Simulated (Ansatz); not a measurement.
**TiSe: densities and their changes**

Space group P6_3/mmc.

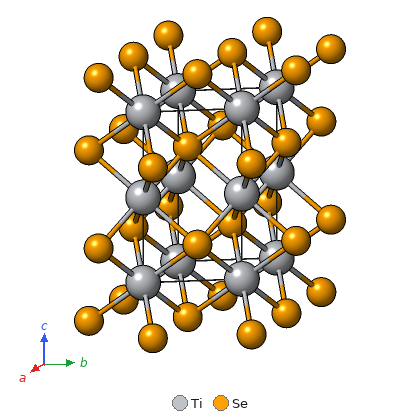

The conventional cell.

```yaml
crystal:
  lattice:
    - [3.55900, 0.00000, 0.00000]
    - [-1.77950, 3.08218, 0.00000]
    - [0.00000, 0.00000, 6.22000]
  atoms:
    - { symbol: Ti, position: [0.00000, 0.00000, 0.00000] }
    - { symbol: Ti, position: [0.00000, 0.00000, 0.50000] }
    - { symbol: Se, position: [0.33333, 0.66667, 0.25000] }
    - { symbol: Se, position: [0.66667, 0.33333, 0.75000] }
```

All numbers below come from DFT PBEsol, scalar-relativistic, plane waves, PAW (Ansatz).

Core electrons are frozen (PAW), so the maps are meaningful between the atoms, not at the nuclei.

## 1. Bonding charge

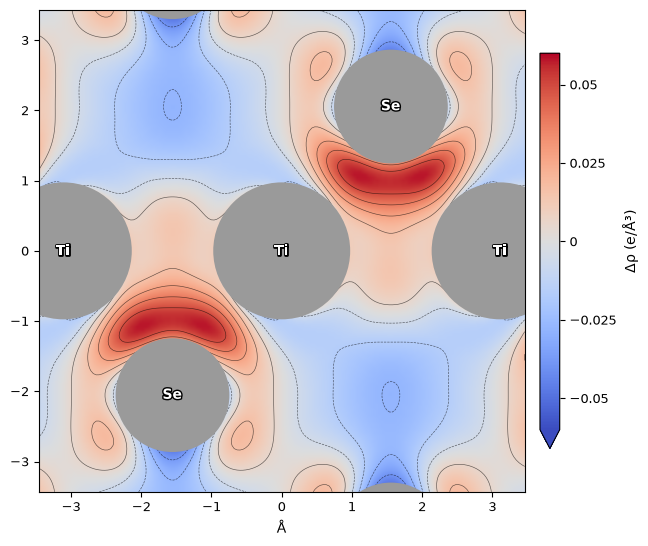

Deformation density (self-consistent density less superposed neutral spherical atoms): a map on the (110) plane of the conventional cell, with grey discs over the atomic cores. Cores are masked to 1.0 Å (Ti) and 0.8 Å (Se).

Question: What does the deformation density say about the bonding?

Answer: Se–Ti (2.58 Å): Δρ is +0.04 e/Å³ at the midpoint.
Ti–Ti (3.11 Å): Δρ is +0.013 e/Å³ at the midpoint.
Over the whole cell, outside the masked cores, the largest gain, 0.06 e/Å³, lies 1.1 Å from a selenium nucleus and 1.5 Å from a titanium one, and the largest loss lies at the edge of the masked core of Se.
In all about 0.14 e an atom is rearranged against the free atoms.
Bader charges: Ti +1.27 and Se −1.27 e.

## 2. Change of volume

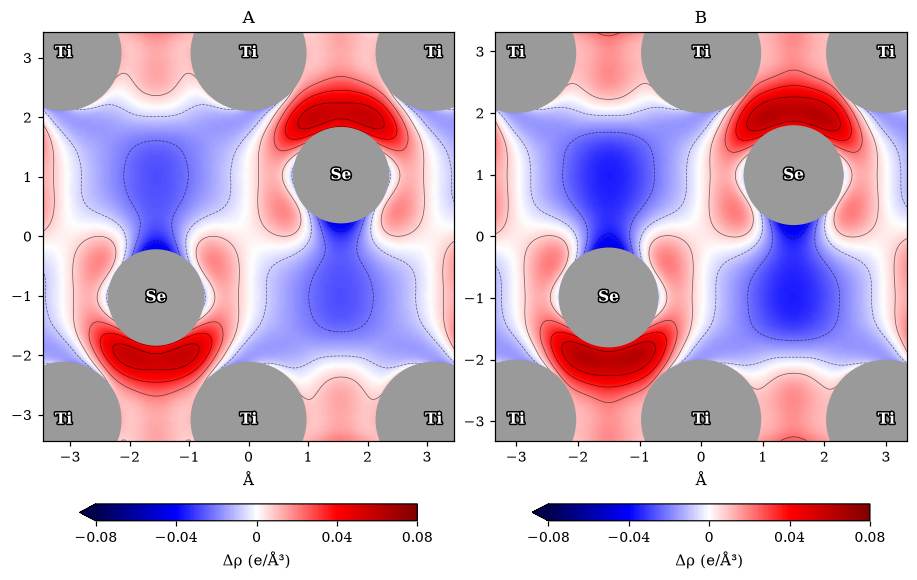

TiSe: deformation density on the (110) plane of the conventional cell at two volumes, with the same fractional coordinates and one colour scale. Grey discs cover the cores. Panel B has 90 % of the volume of panel A.

Question: How do bonds, bonding charge and pressure respond to this change of volume?

Answer: From A to B, Se–Ti goes from 2.58 to 2.49 Å, and Δρ at its midpoint from +0.04 to +0.05 e/Å³.
- The pressure is −1 GPa in A and 15 GPa in B.
- Bader charges in A: Ti +1.27 and Se −1.27 e; in B: Ti +1.24 and Se −1.24 e.
- The rearranged charge is 0.14 e an atom in A and 0.14 e in B.

## 3. Moving an atom

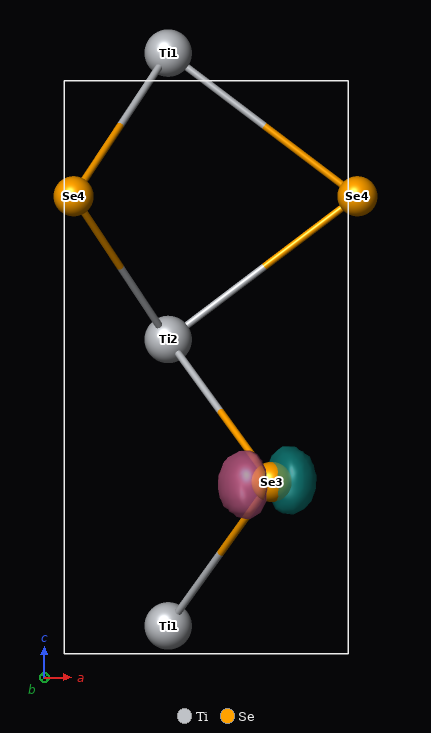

TiSe: one atom of the 4-atom cell (and its periodic copies) was moved a little. Density after less density before, teal at +3 and pink at −3 e/Å³, seen along the b axis; cell a = 3.56 Å, b = 3.56 Å, c = 6.22 Å, α = 90.00°, β = 90.00°, γ = 120.00°. The lobes lie largely inside the PAW sphere, where the density is a smoothed one.

Question: Find the displaced atom and its direction.

Answer: Se3 moved towards the teal lobe, to the right in the picture. In the run the shift was 0.10 Å roughly along [1 1 0] in the axes of the cell drawn.

Question: How much does the computed force on the atom change?

Answer: The force on it changes by 0.82 eV/Å along the move, against it: a stiffness of about 8.2 eV/Å² for this sublattice shift.

## 4. Putting it together

Charge passes from Ti (Pauling electronegativity 1.54) to Se (2.55), the direction that the scale predicts; the Bader charges fall short of whole formal charges, as they usually do. The two pressures give a mean stiffness −ΔP/Δln V of about 153 GPa over this range, with the atoms held at their fractional positions.

Run times: 53 s (base cell), 53 s (scaled cell) and 2.5 min (moved atom), on 1 thread of Arm Neoverse N1 (shared host).
